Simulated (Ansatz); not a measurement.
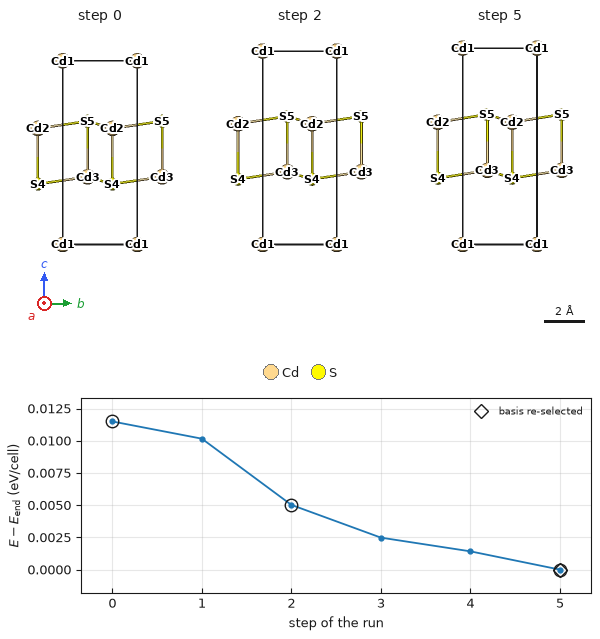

Frames of a relaxation of crystalline Cd₃S₂ (built on the A-type sesquioxide_164 type), marked on the history of the run. Style: ball-and-stick. Shown: the cell of the calculation, along the a axis.

Case: anti-A-type sesquioxide type (P-3m1, No. 164).

All numbers below come from DFT PBE, scalar-relativistic, plane waves, PAW (Ansatz). Set-up: plane-wave cutoff 420 eV; k-point mesh 12 × 12 × 4; occupations gaussian; smearing width 0.01 eV; no spin polarisation; cell and atoms relaxed; force threshold 0.01 eV/Å; at most 80 steps.

**Describe the path.**

The largest moves relative to the cell, 0.092 Å, are those of Cd2 and Cd3. Cd2 goes along −c. Largest moves by element: Cd 0.092 Å, S 0.083 Å. The drawn cell changes as follows: a = b 4.342 → 4.323 Å (−0.4 %), c 9.259 → 9.896 Å (+6.9 %); the volume changes by +6.0 %. Near-neighbour distances that change, for instance: Cd2–S4 2.804 → 2.822 Å, Cd2–S5 2.533 → 2.528 Å. The space group stays P-3m1 (No. 164). After 4 accepted moves (5 points after the start) the energy has fallen by 11.5 meV per cell of the calculation. Largest force component: 0.0023 eV/Å at the start, 0.0054 eV/Å at the end. The pressure goes from 0.13 to −0.02 GPa. The SCF was repeated once at an unchanged geometry on a basis and grid sized afresh for the cell, which shifted the energy by 1.4 meV per cell of the calculation at most. From step 0 to 2: S atoms move most (0.08 Å), volume +3.8 %, energy −6.5 meV per cell of the calculation. From step 2 to 5: Cd atoms move most (0.02 Å), volume +2.1 %, energy −5.0 meV per cell of the calculation.

```csv
step,"E − E(0), meV/atom","largest force component, eV/Å","pressure, GPa","volume, Å³/atom",note
0,0.00,0.0023,0.13,30.228,
1,-0.27,0.0170,0.07,30.339,
2,-1.29,0.0897,0.52,31.373,
3,-1.80,0.0177,-0.17,32.263,
4,-2.02,0.0053,-0.01,32.040,
5,-2.30,0.0054,-0.02,32.040,"same geometry, new basis"
```
